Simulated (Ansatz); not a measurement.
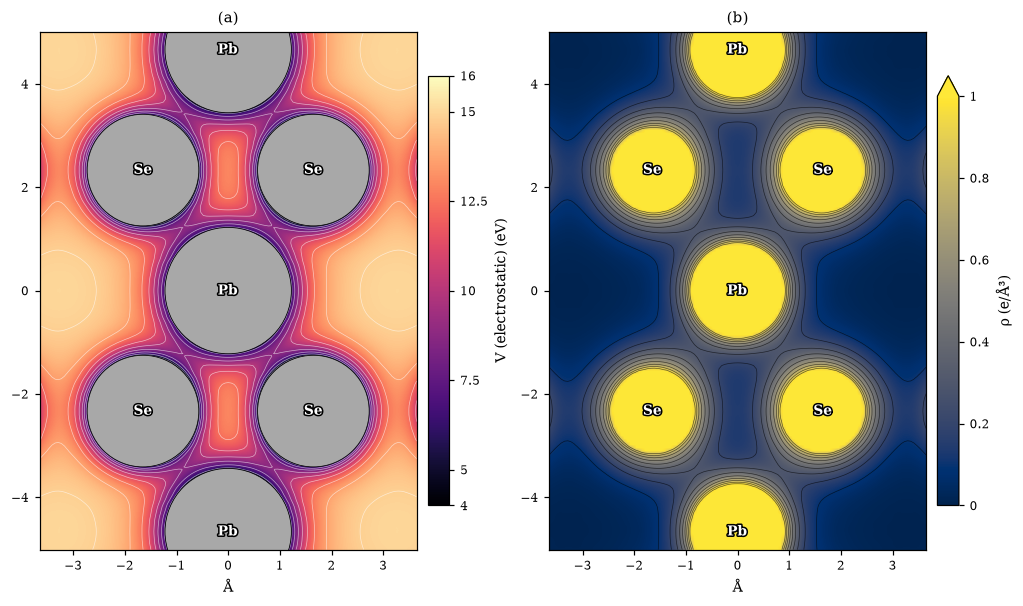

PbSe$_{2}$. (a) electrostatic potential energy of an electron; (b) valence charge density (pseudo) on the (011) plane of the conventional cell. Grey discs cover the atomic cores in the potential map.

Space group Fm-3m; a generated structure, not necessarily the stable one; changed on purpose from its base cell (volume × 0.876 of the coarse rest volume); computed pressure about 10 GPa in this cell.

The calculation used Ansatz, DFT LDA, scalar-relativistic, plane waves, PAW.

In a PAW calculation such maps are meaningful between the atoms, not at the nuclei.

```
Pb Se
1.0
     6.59720    0.00000    0.00000
     0.00000    6.59720    0.00000
     0.00000    0.00000    6.59720
Pb Se
4 8
Direct
  0.00000 0.00000 0.00000
  0.50000 0.50000 0.00000
  0.50000 0.00000 0.50000
  0.00000 0.50000 0.50000
  0.25000 0.25000 0.25000
  0.75000 0.75000 0.25000
  0.75000 0.25000 0.75000
  0.25000 0.75000 0.75000
  0.75000 0.25000 0.25000
  0.25000 0.75000 0.25000
  0.25000 0.25000 0.75000
  0.75000 0.75000 0.75000
```

### What do the fields say about this system?

The plane passes through Pb and Se nuclei. Pb–Se (2.86 Å): ρ at the midpoint is about 0.29 e/Å³. Between the atoms the lowest density in this plane is 0.009 e/Å³. Outside the cores the potential energy rises away from the atoms and is highest about 2.8 Å from the nearest atoms; its zero is arbitrary.

### Does the calculation make it a metal, or give it a gap?

It is gapless in this calculation (a metal or semimetal).
